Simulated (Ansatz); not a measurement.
System: Sn, space group Im-3m (No. 229).

Structure:
```xyz
1
Lattice="-1.8947 1.8947 1.8947 1.8947 -1.8947 1.8947 1.8947 1.8947 -1.8947" Properties=species:S:1:pos:R:3 pbc="T T T"
Sn    0.0000    0.0000    0.0000
```

Computed with Ansatz 0.2.0: homogeneous strain of a crystal along one Voigt pattern with engineering shear, fractional coordinates fixed, by plane-wave density functional theory with PAW datasets, free energies less that of the undisturbed cell, pressure positive in compression; scalar-relativistic. Level: r2SCAN, no spin polarisation.

- wave cutoff: 500 eV
- k mesh: 18×18×18
- occupations: Gaussian
- smearing width: 0.15 eV
- k shift: (0, 0, 0) (mesh steps)
- start: as given
- strain pattern: (0, 0, 0, 0, 0, 1) (xx yy zz yz xz xy with engineering shear)

Describe the result: the energy change, tensile stress summed over the strain pattern and pressure against strain. The strain takes the values −0.04, −0.02, 0.00, 0.01, 0.03.

The energy change is 0.84 meV/atom at strain −0.04 and 0.23 meV/atom at 0.03; the lowest computed point is at strain 0.01 (−0.02 meV/atom). The tensile stress summed over the strain pattern rises from −0.497 GPa at strain −0.04 to 0.243 GPa at 0.03, and changes sign near 0.00. The pressure goes from −0.360 GPa at strain −0.04 to −0.381 GPa at 0.03, not monotonically, with a low of −0.384 GPa at −0.02.

```json
{"strain": "-0.04", "energy change (meV/atom)": "0.84", "tensile stress summed over the strain pattern (GPa)": "-0.497", "pressure (GPa)": "-0.360"}
{"strain": "-0.02", "energy change (meV/atom)": "0.00", "tensile stress summed over the strain pattern (GPa)": "-0.059", "pressure (GPa)": "-0.384"}
{"strain": "0.00", "energy change (meV/atom)": "0.00", "tensile stress summed over the strain pattern (GPa)": "0.000", "pressure (GPa)": "-0.370"}
{"strain": "0.01", "energy change (meV/atom)": "-0.02", "tensile stress summed over the strain pattern (GPa)": "-0.013", "pressure (GPa)": "-0.375"}
{"strain": "0.03", "energy change (meV/atom)": "0.23", "tensile stress summed over the strain pattern (GPa)": "0.243", "pressure (GPa)": "-0.381"}
```

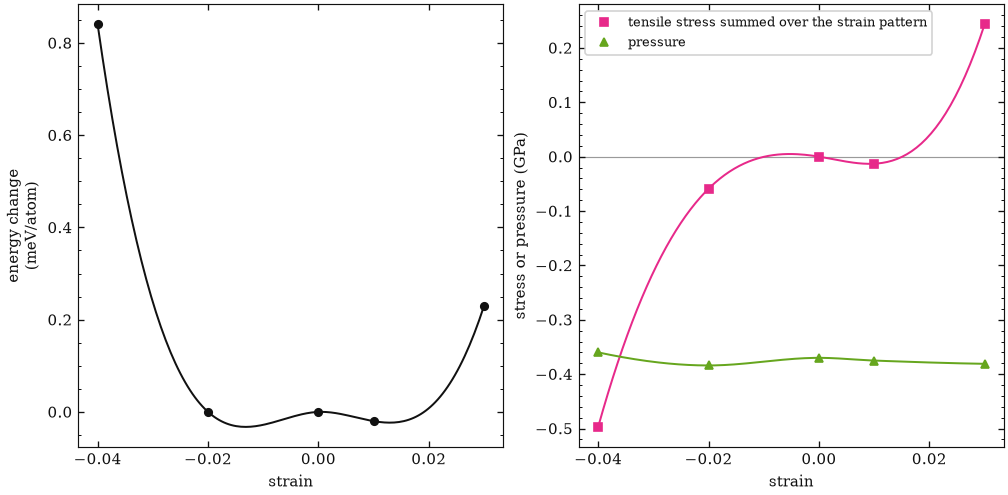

Keep in mind: reference crystal is not relaxed.
